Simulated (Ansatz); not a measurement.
GeSi: geometry relaxation

GeSi (P6₃mc, 4 atoms in the cell), computed with DFT PBEsol, scalar-relativistic, plane waves, PAW, no spin polarisation (Ansatz 0.2.0).

The structure derives from a Materials Project entry. Figures and captions count atoms from 1; the log counts them from 0 in places.

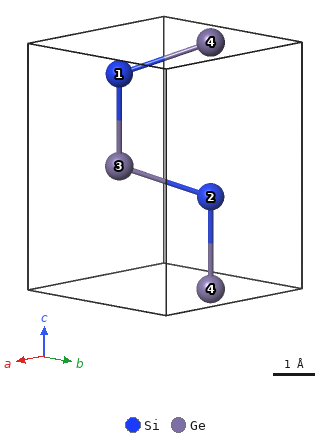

Figure 1. The structure as given in the input (ball-and-stick view of the cell of the calculation, seen at an oblique angle; atoms are numbered from 1 in the order of the input). An atom can appear more than once, as a periodic image.

The input
```yaml
crystal:
  lattice:
    - [3.9044512986, 0.0, 0.0]
    - [-1.9522256493, 3.3813540124, 0.0]
    - [0.0, 0.0, 6.450783]
  atoms:
    - { symbol: Si, position: [0.66666667, 0.33333333, 0.874607] }
    - { symbol: Si, position: [0.33333333, 0.66666667, 0.374607] }
    - { symbol: Ge, position: [0.66666667, 0.33333333, 0.500392] }
    - { symbol: Ge, position: [0.33333333, 0.66666667, 0.000392] }
basis:
  ecutwfc: 420
kpoints:
  mp_grid: { grid: [12, 12, 6] }
hamiltonian:
  xc: pbesol
scf:
  occupations: { method: gaussian, width: 0.02 }
output:
  forces: true
  stress: true
  eigenvalues: true
relax:
  adjacent_minimum: "off"
  f_tol: 0.005
  max_steps: 80
  cell: { stress_tol: 0.05 }
```

Machine: 2 threads of Arm Neoverse V1, 24 GiB of memory available, shared host.

Command:
```bash
ansatz run input.yaml --threads 2 --pin off --max-ram 5120MiB --backend cpu --events-out ev --progress --plain --runs-dir out
```

What the program printed
```
Engine: ansatz 0.2.0, aarch64-unknown-linux-gnu
Pseudopotentials: kind: paw
Pseudopotential: Si, paw, valence charge 4, recommended cutoff 420 eV (normal), Si.paw.azcp
Pseudopotential: Ge, paw, valence charge 14, recommended cutoff 420 eV (normal), Ge.paw.azcp
Functional definition: PBEsol
  exchange = pbesol_x
  correlation = pbesol_c
Crystal: 4 atoms, lattice volume = 85.165 Å³
Basis set: ecut = 420 eV, 1689 PW (Γ), exchange–correlation on 54×54×90 points (8 copies of the dense FFT grid, shifted against one another)
Bands: 22, of which v1, the nominal top of the filled ones, is band 18 counted from 1 (17 counted from 0)
Symmetry: 12 space group operations
Space group: P63mc (ITA 186), of the structure as read, at distance tolerance 4.4e-5 Å
k-points: 76 of 864 (time reversal used)
Non-local potential: Si, projectors of the file, l = 0: 2, l = 1: 2, l = 2: 2
Non-local potential: Ge, projectors of the file, l = 0: 2, l = 1: 2, l = 2: 3, l = 3: 1
PAW form: soft (Blöchl's): semilocal exchange-correlation on the pseudo side does not see the compensation charge
PAW frozen core: Si, regenerated for the run's functional, and the local potential with it (the file was generated under x = pbe(κ = 0.804, μ = 0.2195149727645171), c = pbe(β = 0.06672455060314922))
PAW frozen core: Ge, regenerated for the run's functional, and the local potential with it (the file was generated under x = pbe(κ = 0.804, μ = 0.2195149727645171), c = pbe(β = 0.06672455060314922))
PAW one-centre angular grid: Si, 110 points (default); XC on 64 Gauss nodes
PAW one-centre angular grid: Ge, 590 points (default); XC on 64 Gauss nodes
Initial density: superposition of atomic densities (neutral atoms: chi_scale 0, normalization atom), corrected by the library's trained network
Initial wavefunctions: pseudopotential atomic-orbital guess
Functional: x = pbesol(κ = 0.804, μ = 0.12345679012345678), c = pbesol(β = 0.046)
SCF iter   1: F=—  HF=-9749.869299 eV  |F-HF|=—  |Δ(HF+E_count)|=         —  Δρ=2.65e-3  dr2=7.15e-3  ethr=1.77e-3  ⟨swp⟩=6.2  Hψ=8185  notcnv=0
preconditioner: auto → Resta (q_TF=auto, 2.364 Å⁻¹)  ε∞=5.0  [insulator: Δε(μ)=0.338 eV  Ē_g=8.033 eV  σ=0.020 eV  W_gap=1.00  n_scr=22 (ndim 8)  ℏωp=16.1 eV  f_vac=0.013  D(μ)=0.00/eV (n_scr^D=0)  ε∞_Penn≈5.0]
SCF iter   2: F=—  HF=-9749.866513 eV  |F-HF|=—  |Δ(HF+E_count)|=   2.79e-3  Δρ=1.61e-3  dr2=2.64e-3  ethr=1.99e-5  ⟨swp⟩=2.2  Hψ=2678  notcnv=0
SCF iter   3: F=—  HF=-9749.866142 eV  |F-HF|=—  |Δ(HF+E_count)|=   3.71e-4  Δρ=6.34e-4  dr2=1.45e-4  ethr=7.34e-6  ⟨swp⟩=2.0  Hψ=3345  notcnv=0
SCF iter   4: F=—  HF=-9749.865975 eV  |F-HF|=—  |Δ(HF+E_count)|=   1.68e-4  Δρ=1.94e-4  dr2=3.44e-5  ethr=4.04e-7  ⟨swp⟩=2.0  Hψ=2647  notcnv=0
SCF iter   5: F=—  HF=-9749.865968 eV  |F-HF|=—  |Δ(HF+E_count)|=   6.30e-6  Δρ=5.56e-5  dr2=3.58e-6  ethr=9.56e-8  ⟨swp⟩=3.0  Hψ=3114  notcnv=0
SCF iter   6: F=—  HF=-9749.865970 eV  |F-HF|=—  |Δ(HF+E_count)|=   1.28e-6  Δρ=1.37e-5  dr2=1.58e-7  ethr=9.95e-9  ⟨swp⟩=2.0  Hψ=3030  notcnv=0
SCF iter   7: F=-9749.865970 eV  HF=-9749.865970 eV  |F-HF|=1.19e-8  |Δ(HF+E_count)|=   2.41e-7  Δρ=6.37e-6  dr2=1.80e-8  ethr=2.78e-10  ⟨swp⟩=4.9  Hψ=6526  notcnv=0
SCF 1 converged in 7 iterations: F = -9749.865970 eV  dr2 = 1.80e-8
  greatest PAW one-centre occupation: 0.998 electrons in one spin orbital (limit 2), on the Ge atom at site 2 (counted from 0), in its partial waves of l = 2
relax step   1: F+E_penalty+E_count = -9749.86596974 eV  Δ(F+E_penalty+E_count) = +0.000e0 eV  max|allowed force component| = 1.062e-2 eV/Å  Δτ_max = 0.0000 Å  P = -0.249 GPa  Ω = 85.165 Å³  (7 SCF iters, dr2 threshold 1.00e-7 eV, accepted)
Crystal: 4 atoms, lattice volume = 84.951 Å³
Initial density: handed on by an earlier stage of this run
Initial wavefunctions: those handed on with the density
iter 1 solved again at ethr=5.05e-8 eV; its pass at ethr=3.10e-3 eV (dr2=1.82e-5 eV) is discarded
SCF iter   1: F=—  HF=-9749.866231 eV  |F-HF|=—  |Δ(HF+E_count)|=         —  Δρ=1.30e-4  dr2=1.79e-5  ethr=5.05e-8  ⟨swp⟩=2.0  Hψ=9391  notcnv=0
preconditioner: auto → Resta (q_TF=auto, 2.365 Å⁻¹)  ε∞=5.0  [insulator: Δε(μ)=0.350 eV  Ē_g=8.050 eV  σ=0.020 eV  W_gap=1.00  n_scr=22 (ndim 8)  ℏωp=16.1 eV  f_vac=0.012  D(μ)=0.00/eV (n_scr^D=0)  ε∞_Penn≈5.0]
SCF iter   2: F=—  HF=-9749.866213 eV  |F-HF|=—  |Δ(HF+E_count)|=   1.76e-5  Δρ=7.89e-5  dr2=7.33e-6  ethr=4.98e-8  ⟨swp⟩=1.0  Hψ=1672  notcnv=0
SCF iter   3: F=-9749.866212 eV  HF=-9749.866212 eV  |F-HF|=1.09e-7  |Δ(HF+E_count)|=   1.31e-6  Δρ=1.13e-5  dr2=1.27e-7  ethr=5.84e-10  ⟨swp⟩=3.3  Hψ=6703  notcnv=0
SCF 2 converged in 3 iterations: F = -9749.866212 eV  dr2 = 1.27e-7
relax step   2: F+E_penalty+E_count = -9749.86621209 eV  Δ(F+E_penalty+E_count) = -2.423e-4 eV  max|allowed force component| = 7.127e-4 eV/Å  Δτ_max = 0.0005 Å  P = -0.047 GPa  Ω = 84.951 Å³  energy of the carried Pulay correction = +3.476e-5 eV  (3 SCF iters, dr2 threshold 2.10e-7 eV, accepted)
Crystal: 4 atoms, lattice volume = 84.900 Å³
Basis set: ecut = 420 eV, 1677 PW (Γ), exchange–correlation on 54×54×90 points (8 copies of the dense FFT grid, shifted against one another)
iter 1 solved again at ethr=5.11e-9 eV; its pass at ethr=3.10e-3 eV (dr2=1.84e-6 eV) is discarded
SCF iter   1: F=—  HF=-9749.866243 eV  |F-HF|=—  |Δ(HF+E_count)|=         —  Δρ=3.82e-5  dr2=1.95e-6  ethr=5.11e-9  ⟨swp⟩=2.0  Hψ=9380  notcnv=0
preconditioner: auto → Resta (q_TF=auto, 2.365 Å⁻¹)  ε∞=5.0  [insulator: Δε(μ)=0.347 eV  Ē_g=8.052 eV  σ=0.020 eV  W_gap=1.00  n_scr=22 (ndim 8)  ℏωp=16.1 eV  f_vac=0.012  D(μ)=0.00/eV (n_scr^D=0)  ε∞_Penn≈5.0]
SCF iter   2: F=—  HF=-9749.866228 eV  |F-HF|=—  |Δ(HF+E_count)|=   1.49e-5  Δρ=2.40e-5  dr2=8.33e-7  ethr=5.11e-9  ⟨swp⟩=1.0  Hψ=1672  notcnv=0
SCF iter   3: F=—  HF=-9749.866228 eV  |F-HF|=—  |Δ(HF+E_count)|=   2.24e-8  Δρ=5.76e-6  dr2=2.82e-8  ethr=2.31e-9  ⟨swp⟩=2.0  Hψ=2276  notcnv=0
SCF iter   4: F=-9749.866228 eV  HF=-9749.866228 eV  |F-HF|=5.62e-9  |Δ(HF+E_count)|=  8.20e-10  Δρ=2.85e-6  dr2=8.40e-9  ethr=3.21e-11  ⟨swp⟩=4.0  Hψ=6080  notcnv=0
SCF 3 converged in 4 iterations: F = -9749.866228 eV  dr2 = 8.40e-9
  greatest PAW one-centre occupation: 0.998 electrons in one spin orbital (limit 2), on the Ge atom at site 3 (counted from 0), in its partial waves of l = 2
relax step   3: F+E_penalty+E_count = -9749.86622820 eV  Δ(F+E_penalty+E_count) = -1.611e-5 eV  max|allowed force component| = 8.800e-4 eV/Å  Δτ_max = 0.0001 Å  P = +0.002 GPa  Ω = 84.900 Å³  energy of the carried Pulay correction = +4.312e-5 eV  (4 SCF iters, dr2 threshold 1.15e-8 eV, accepted)
Initial wavefunctions: pseudopotential atomic-orbital guess (no wavefunctions were taken with the density)
iter 1 solved again at ethr=2.28e-7 eV; its pass at ethr=3.10e-3 eV (dr2=8.22e-5 eV) is discarded
SCF iter   1: F=—  HF=-9749.866194 eV  |F-HF|=—  |Δ(HF+E_count)|=         —  Δρ=4.20e-6  dr2=1.10e-8  ethr=2.28e-7  ⟨swp⟩=2.2  Hψ=12006  notcnv=0
eigensolver tolerance schedule: the retry pair's looser diagonalisation over-reported the residual by 7492.37 of it (diagonalisation noise at 1.23 of the residual, at the tolerance the schedule requests for it); recorded, not acted on — ethr = c·dr2/N_el stays at c = 1.0e-1
SCF iter   2: F=—  HF=-9749.866179 eV  |F-HF|=—  |Δ(HF+E_count)|=   1.43e-5  Δρ=2.01e-6  dr2=3.72e-9  ethr=3.05e-11  ⟨swp⟩=3.2  Hψ=3748  notcnv=0
SCF iter   3: F=—  HF=-9749.866179 eV  |F-HF|=—  |Δ(HF+E_count)|=   4.87e-9  Δρ=1.34e-6  dr2=9.67e-10  ethr=1.03e-11  ⟨swp⟩=2.0  Hψ=3040  notcnv=0
SCF iter   4: F=—  HF=-9749.866179 eV  |F-HF|=—  |Δ(HF+E_count)|=  1.96e-10  Δρ=5.41e-7  dr2=3.62e-10  ethr=2.68e-12  ⟨swp⟩=2.0  Hψ=2488  notcnv=0
SCF iter   5: F=—  HF=-9749.866179 eV  |F-HF|=—  |Δ(HF+E_count)|=  4.15e-10  Δρ=2.36e-7  dr2=3.72e-11  ethr=1.00e-12  ⟨swp⟩=2.9  Hψ=6420  notcnv=0
SCF iter   6: F=-9749.866179 eV  HF=-9749.866179 eV  |F-HF|=5.46e-12  |Δ(HF+E_count)|=  1.64e-11  Δρ=5.39e-8  dr2=1.25e-12  ethr=1.00e-12  ⟨swp⟩=4.0  Hψ=5330  notcnv=0
SCF 4 converged in 6 iterations: F = -9749.866179 eV  dr2 = 1.25e-12
relax step   4: F+E_penalty+E_count = -9749.86617925 eV  Δ(F+E_penalty+E_count) = +4.896e-5 eV  max|allowed force component| = 8.803e-4 eV/Å  Δτ_max = 0.0000 Å  P = +0.002 GPa  Ω = 84.900 Å³  stress off target by 1.19e-2 GPa  SCF on the basis re-selected at this cell (its energy is not comparable with the rows above)  (6 SCF iters)
```

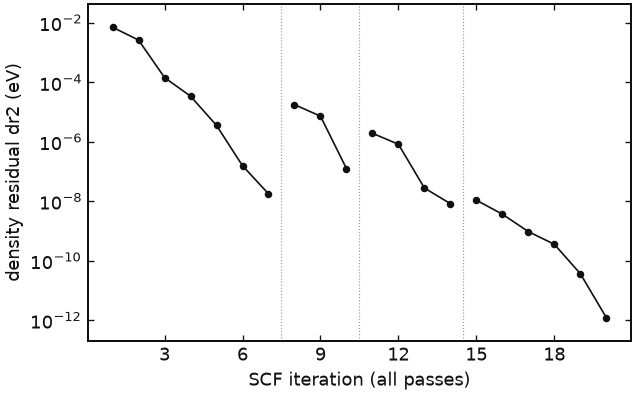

Figure 2. Convergence of the self-consistent field: density residual dr2 against the SCF iteration. The dotted lines part the SCF passes of the relaxation: geometry steps, rejected trials and re-solves on a re-selected basis. The passes take 7, 3, 4 and 6 iterations.

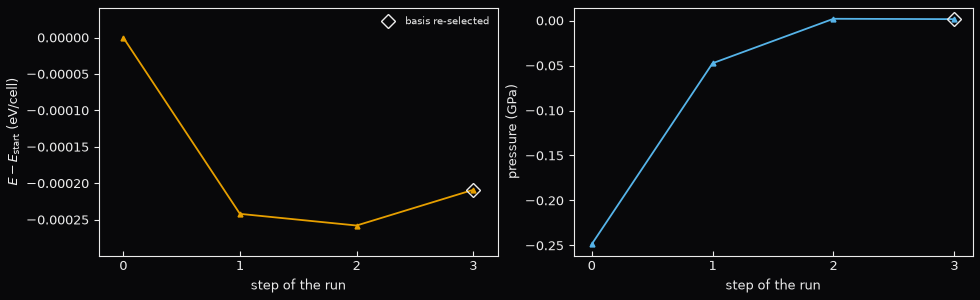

Figure 3. Progress of the relaxation, step by step (the first geometry is step 0 here and step 1 in the log). After 2 geometry steps the energy has fallen by 0.3 meV per cell of the calculation. The largest force component goes from 0.011 to 0.00088 eV/Å. Pressure: −0.25 GPa at the start and 0.00 GPa at the end. The atoms keep their places relative to the cell (all moves are under 0.005 Å). The volume changes by −0.3 %, with a = b 3.904 → 3.901 Å (−0.1 %), c 6.451 → 6.443 Å (−0.1 %). The space group stays P6_3mc (No. 186). A last SCF at the same geometry on a re-selected plane-wave basis shifts the energy by +0.0 meV per cell of the calculation. (Atoms are counted from 1 in the order of the input.)

```
basis re-selected at this cell: Δ(F+E_penalty+E_count) = +4.896e-5 eV, ΔP = -0.000 GPa vs the last step (what re-selecting the basis moved, of the pressure what is left beyond the Pulay correction that the steps carried, after the strain that the cell walked since its last selection, with what the two solves' SCF thresholds leave and, on support functions, any second-order correction that the steps lacked; it is no measure of the basis error at this ecutwfc). This SCF's stress stands 1.19e-2 GPa from its target on what of the cell is left free (relax.cell.stress_tol is 5.00e-2 GPa) and its largest allowed force component is 8.80e-4 eV/Å (relax.f_tol is 5.00e-3 eV/Å): within both
SCF converged after 6 iterations
Free energy (F): -9749.866179 eV
Harris-Foulkes:  -9749.866179 eV  (|F-HF|=5.46e-12)
Internal energy: -9749.866179 eV  (E = F + TS)
E sigma→0 (E₀):  -9749.866179 eV
Fermi energy:    7.822247 eV
--- Per-component energies (eV) ---
  E_band       = -305.395219
  E_kinetic    = 303.799926
  E_local      = -5301.347445  (includes V_loc(G=0)·N_el)
  E_nonlocal   = 893.330129
  E_hartree    = 2327.917877
  E_xc         = -259.384029
  E_vxc        = -223.293144  (∫ρ·V_xc dr)
  E_paw        = -4957.137419  (= ΣΔE_a)
  E_vpaw       = -633.721008  (= ΣTr[D̂ρ^β])
  E_aug_tail   = 0.000624  (compensation charges beyond the density's cutoff)
  E_ewald      = -2758.944836
  E_core_change = 1.898994  (= ΣΔE_core)
  E_smearing   = -0.000000  (= −TS)
  E_closure    = 0.000000  (closes the sum)
  Σ components = -9749.866179   (vs F -9749.866179, Δ=0.00e0)
--- Forces (eV/Å), atoms counted from 1 ---
  atom   1  Si     0.00000000    -0.00000000    -0.00088039
  atom   2  Si     0.00000000     0.00000000    -0.00088039
  atom   3  Ge     0.00000000    -0.00000000     0.00088028
  atom   4  Ge     0.00000000     0.00000000     0.00088028
  max |Σ_I F_I| component: 2.24e-7 eV/Å
--- Stress (GPa, compression-positive) ---
       -0.003564       0.000000      -0.000000
        0.000000      -0.003564       0.000000
       -0.000000       0.000000       0.011859
  P = ⅓ Tr σ = 0.0016 GPa (0.016 kbar)
--- Band table (eV; the first three rows and the last of 76) ---
  k-point 0: bands = ["-16.9208", "-16.9207", "-16.9175", "-16.9175", "-16.9147", "-16.9147", "-16.8920", "-16.8920", "-16.8880", "-16.8880", "-5.0271", "-2.8655", "0.1439", "6.0638", "6.0638", "7.3327", "7.6489", "7.6489", "8.0525", "9.1264", "9.6776", "9.6776"]
  k-point 1: bands = ["-16.9207", "-16.9207", "-16.9173", "-16.9173", "-16.9149", "-16.9149", "-16.8917", "-16.8917", "-16.8883", "-16.8883", "-4.9400", "-3.1551", "0.6064", "6.1364", "6.1364", "6.2404", "7.4725", "7.4725", "8.1440", "9.8442", "9.8442", "9.8801"]
  k-point 2: bands = ["-16.9207", "-16.9207", "-16.9169", "-16.9169", "-16.9155", "-16.9155", "-16.8909", "-16.8909", "-16.8890", "-16.8890", "-4.6817", "-3.7216", "1.6873", "4.6272", "6.3486", "6.3486", "7.0870", "7.0870", "8.4148", "9.4069", "10.2335", "10.2335"]
  k-point 75: bands = ["-16.9207", "-16.9207", "-16.9121", "-16.9121", "-16.9111", "-16.9111", "-16.8896", "-16.8896", "-16.8895", "-16.8895", "-1.8134", "-1.8134", "-0.1320", "-0.1320", "3.1051", "3.1051", "5.5426", "5.5426", "8.9823", "8.9823", "11.3529", "11.3529"]
--- Relaxed structure (3 steps of the walk, 3 accepted, 1 SCFs on fresh bases) ---
  F+E_penalty+E_count = -9749.86617925 eV   max|allowed force component| = 8.803e-4 eV/Å   (the final SCF, on the basis selected at the relaxed cell)
  cell:  # Å, volume = 84.8999 Å³
    - [3.9005968972854963, 0.0, 7.121446660932999e-35]
    - [-1.9502984486427482, 3.3780160029720006, -8.494606306517573e-35]
    - [-4.706311186148701e-34, 1.1295146846756881e-33, 6.44339277647228]
  atoms:
    - { symbol: Si, position: [0.6666666666666666, 0.3333333333333332, 0.8745463421981798] }
    - { symbol: Si, position: [0.3333333333333332, 0.6666666666666664, 0.37454634219817984] }
    - { symbol: Ge, position: [0.6666666666666666, 0.3333333333333332, 0.5004526578018201] }
    - { symbol: Ge, position: [0.3333333333333332, 0.6666666666666664, 0.0004526578018202248] }
```

Trajectory as extended XYZ (Å, eV, eV/Å), 4 frames, from step=1 to step=4
```
4
Lattice="3.9045 0.0000 0.0000 -1.9522 3.3814 0.0000 0.0000 0.0000 6.4508" Properties=species:S:1:pos:R:3:forces:R:3 step=1 energy=-9749.86597 pressure_GPa=-0.25
Si    1.9522    1.1271    5.6419    0.0000   0.0000  -0.0106
Si    0.0000    2.2542    2.4165    0.0000   0.0000  -0.0106
Ge    1.9522    1.1271    3.2279    0.0000   0.0000   0.0106
Ge    0.0000    2.2542    0.0025    0.0000   0.0000   0.0106
4
Lattice="3.9010 0.0000 0.0000 -1.9505 3.3784 0.0000 0.0000 0.0000 6.4459" Properties=species:S:1:pos:R:3:forces:R:3 step=2 energy=-9749.86621 pressure_GPa=-0.05
Si    1.9505    1.1261    5.6372    0.0000   0.0000  -0.0007
Si    0.0000    2.2522    2.4142    0.0000   0.0000  -0.0007
Ge    1.9505    1.1261    3.2260    0.0000   0.0000   0.0007
Ge    0.0000    2.2522    0.0030    0.0000   0.0000   0.0007
4
Lattice="3.9006 0.0000 0.0000 -1.9503 3.3780 0.0000 0.0000 0.0000 6.4434" Properties=species:S:1:pos:R:3:forces:R:3 step=3 energy=-9749.86623 pressure_GPa=0.00
Si    1.9503    1.1260    5.6350    0.0000   0.0000  -0.0009
Si    0.0000    2.2520    2.4133    0.0000   0.0000  -0.0009
Ge    1.9503    1.1260    3.2246    0.0000   0.0000   0.0009
Ge    0.0000    2.2520    0.0029    0.0000   0.0000   0.0009
4
Lattice="3.9006 0.0000 0.0000 -1.9503 3.3780 0.0000 0.0000 0.0000 6.4434" Properties=species:S:1:pos:R:3:forces:R:3 step=4 energy=-9749.86618 pressure_GPa=0.00
Si    1.9503    1.1260    5.6350    0.0000   0.0000  -0.0009
Si    0.0000    2.2520    2.4133    0.0000   0.0000  -0.0009
Ge    1.9503    1.1260    3.2246    0.0000   0.0000   0.0009
Ge    0.0000    2.2520    0.0029    0.0000   0.0000   0.0009
```

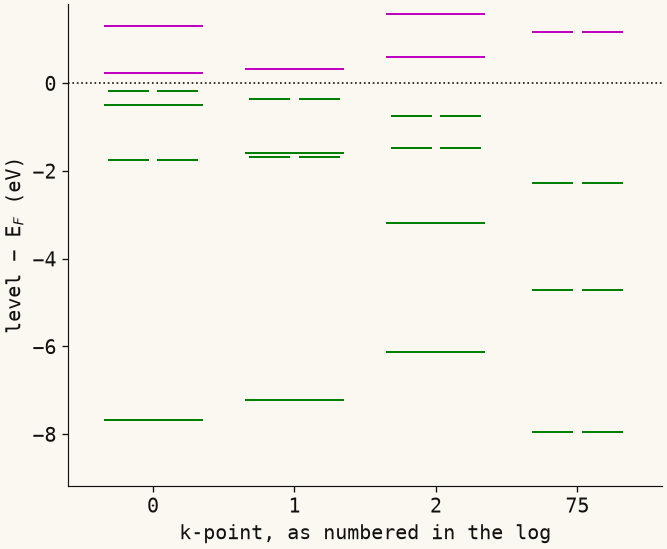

Figure 4. Kohn–Sham levels near the Fermi level (dotted) at the few k-points that the log prints; levels within 0.02 eV of each other stand side by side. Among these points the highest filled and lowest empty levels are 0.40 eV apart; the gap on the full mesh, 0.35 eV, has an edge at a point that isn't printed.

Results in brief

| quantity | value |
| --- | --- |
| outcome | converged |
| space group (tolerance 0.01 Å) | P6₃mc (186) |
| electrons treated | 36 |
| free energy | −9749.8662 eV |
| Fermi energy | 7.822 eV |
| gap on the k-point mesh | 0.35 eV |
| pressure | 0.00 GPa |
| final volume | 84.90 Å³ |
| largest force (length of the vector) at the end | 0.001 eV/Å |
| final cell | a = 3.901 Å, b = 3.901 Å, c = 6.443 Å, α = 90.00°, β = 90.00°, γ = 120.00° |
| wall time | 28 s (CPU time 56 s) |
| peak memory | 0.41 GiB |
